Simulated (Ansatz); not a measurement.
System: MoS₂, space group R3m (No. 160).

The given structure:
```yaml
crystal:
  lattice:
    - [1.57655, 0.91022, 5.99626]
    - [-1.57655, 0.91022, 5.99626]
    - [0.00000, -1.82045, 5.99626]
  atoms:
    - { symbol: Mo, position: [0.00008, 0.00008, 0.00008] }
    - { symbol: S, position: [0.24654, 0.24654, 0.24654] }
    - { symbol: S, position: [0.42038, 0.42038, 0.42038] }
```

Calculation (Ansatz 0.2.0): third-order Birch-Murnaghan fit to density functional energies at scaled volumes of the given relaxed cell, shape and atoms relaxed at each volume; energies count from the fitted minimum; plane waves with PAW datasets, Γ-centred k mesh. Level: PBE with D3(BJ), no spin polarisation.

```tsv
setting	value
wave cutoff	420 eV
k mesh	12×12×12
occupations	Gaussian
smearing width	0.02 eV
```

Predict the energy above the minimum and pressure against volume. The volume takes the values 15.144, 15.661, 16.177, 16.693, 17.209, 17.726, 18.242, 18.930 Å³/atom.

A third-order Birch–Murnaghan fit gives V0 = 17.22 Å³/atom, B0 = 44.7 GPa. The energy above the minimum is 57.2 meV/atom at volume 15.144 Å³/atom and 15.7 meV/atom at 18.930 Å³/atom; the lowest computed point is at volume 17.209 Å³/atom (−0.1 meV/atom). The pressure falls from 10.84 GPa at volume 15.144 Å³/atom to −2.29 GPa at 18.930 Å³/atom, and changes sign near 17.21 Å³/atom.

```tsv
volume (Å³/atom)	energy above the minimum (meV/atom)	pressure (GPa)
15.144	57.2	10.84
15.661	28.7	6.99
16.177	11.3	3.97
16.693	2.5	1.67
17.209	-0.1	0.00
17.726	1.9	-1.16
18.242	6.7	-1.85
18.930	15.7	-2.29
```

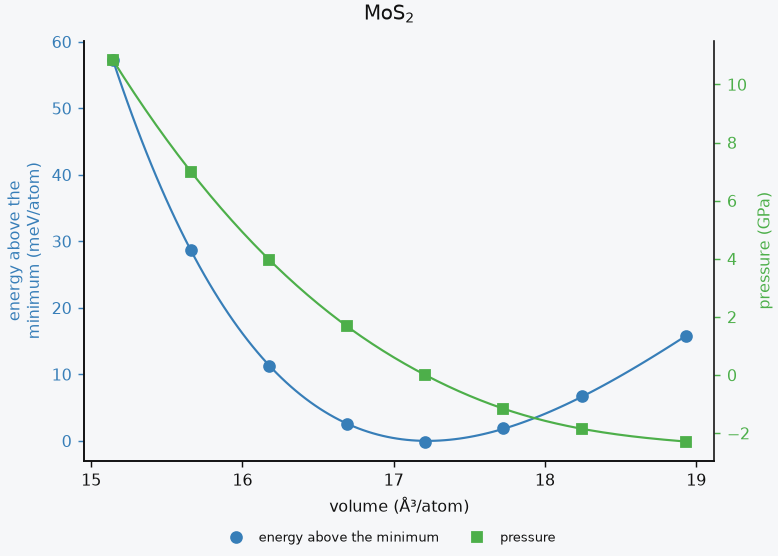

Caveats: a crossing between the sampled k points may be missed; pressure derivative unusual.
